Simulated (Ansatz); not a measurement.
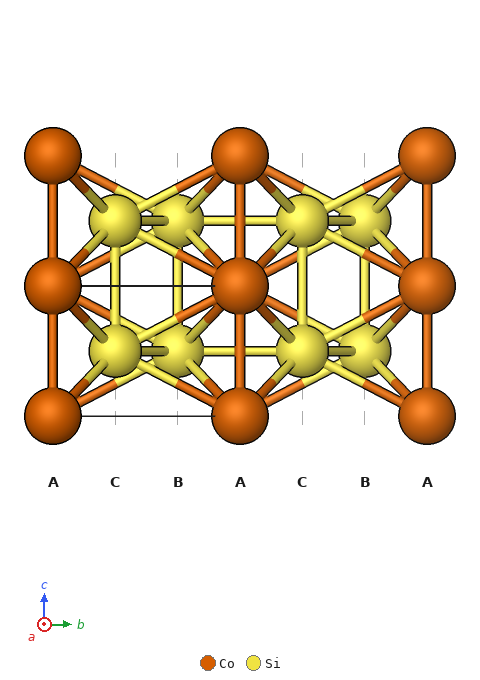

The picture looks along a close-packed row of the hexagonal mesh; c points upwards. The dashed lines mark the three columns A (0, 0), B (1/3, 2/3) and C (2/3, 1/3). The sequence starts with the first layer at or above the cell's origin.

CoSi2: the geometry relaxed at fixed volume with DFT PBEsol, scalar-relativistic, plane waves, PAW (Ansatz); the starting structure was generated, so it need not be a known form of this composition.

Question: List the layers of one repeat.

Answer: Co(A) – Si(B)+Si(C) (two layers in 2.46 Å).
